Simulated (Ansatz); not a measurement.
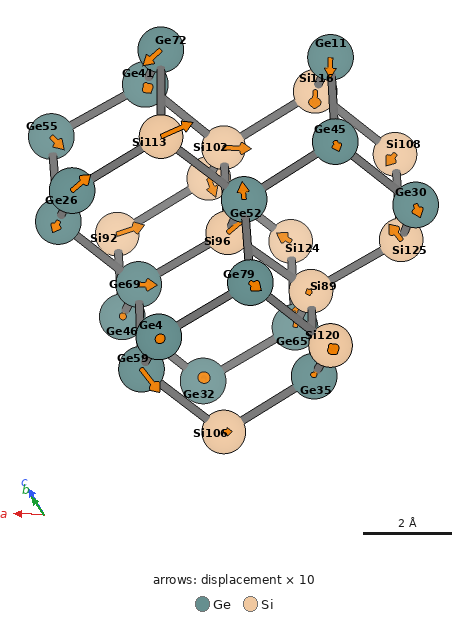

A relaxation of a crystal of Ge88Si40 (a generated structure, set up in P1). The starting structure is drawn; orange arrows show the displacements, magnified 10 times.

The picture is a ball-and-stick view of the atoms within 5.0 Å of the atom that moves most (axes of the cell of the calculation), seen from a free direction.

Level of theory: DFT, PBEsol, PAW, plane waves in Ansatz 0.2.0. Settings: plane-wave cutoff 420 eV; k-point mesh 1 × 1 × 1; mesh shifted by (0.5, 0.5, 0.5); no spin polarisation; cell relaxed at fixed shape; force threshold 0.03 eV/Å; at most 80 steps.

What did the optimiser do to the structure, and how much energy did it gain?

Answer. The atom that moves furthest relative to the cell is a Si atom (0.11 Å along [−3 0 2]). By element the largest moves are Si 0.11 Å, Ge 0.09 Å. Cell: a = b = c 15.840 → 15.810 Å (−0.2 %). Volume −0.6 %. Among the contacts that change: Si–Si 2.456 → 2.373 Å, Ge–Ge 2.365 → 2.445 Å, Ge–Si 2.465 → 2.394 Å, Ge–Si 2.349 → 2.412 Å. Bond angles that change, for instance: Ge–Si–Si 112.8° → 109.4°, Si–Si–Si 113.1° → 109.8°, Si–Ge–Si 108.8° → 111.5°. The space group stays P1 (No. 1). After 4 geometry steps the energy has fallen by 14.0 meV per atom. The largest force component goes from 1 to 0.017 eV/Å. The pressure goes from −0.30 to −0.01 GPa.
